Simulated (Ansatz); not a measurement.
Structure data:

```
Rh
1.0
     3.82994    0.00000    0.00000
     0.00000    3.82994    0.00000
     0.00000    0.00000    3.82994
Rh
4
Direct
  0.00000 0.00000 0.00000
  0.00000 0.50000 0.50000
  0.50000 0.00000 0.50000
  0.50000 0.50000 0.00000
```

### What would you see if this were drawn?

The element is rhodium. It is face-centred cubic, space group Fm-3m (No. 225). The prototype is face-centred cubic (Cu type). The cell holds four atoms. The Rh atoms are each bonded to twelve Rh in a cuboctahedral arrangement at 2.71 Å. The bonds build a three-dimensional framework.

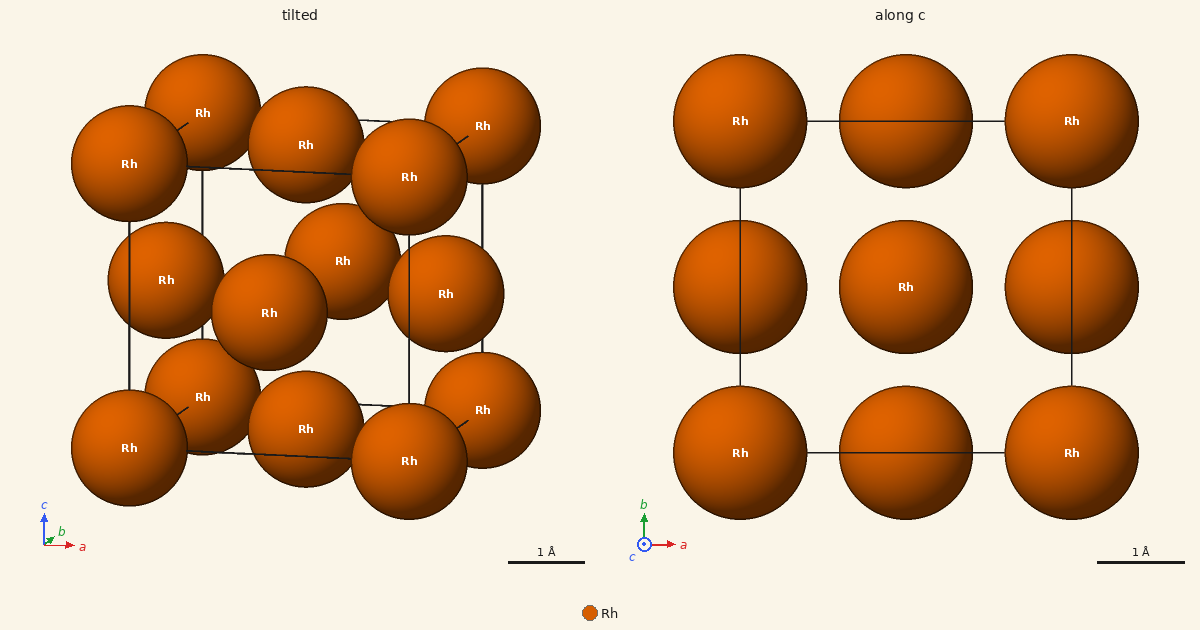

Spheres-only drawing of the structure, looking slightly off an axis and along the c axis. The conventional unit cell is outlined; an atom on or near a face, edge or corner is repeated at each equivalent position. Colours: rhodium orange.

It goes back to a structure listed in the Materials Project. Earlier steps of the study, as a rule a relaxation of our own, may have changed the cell and positions, so they can lie some per cent off the listed ones. It was the input of a calculation with Ansatz.
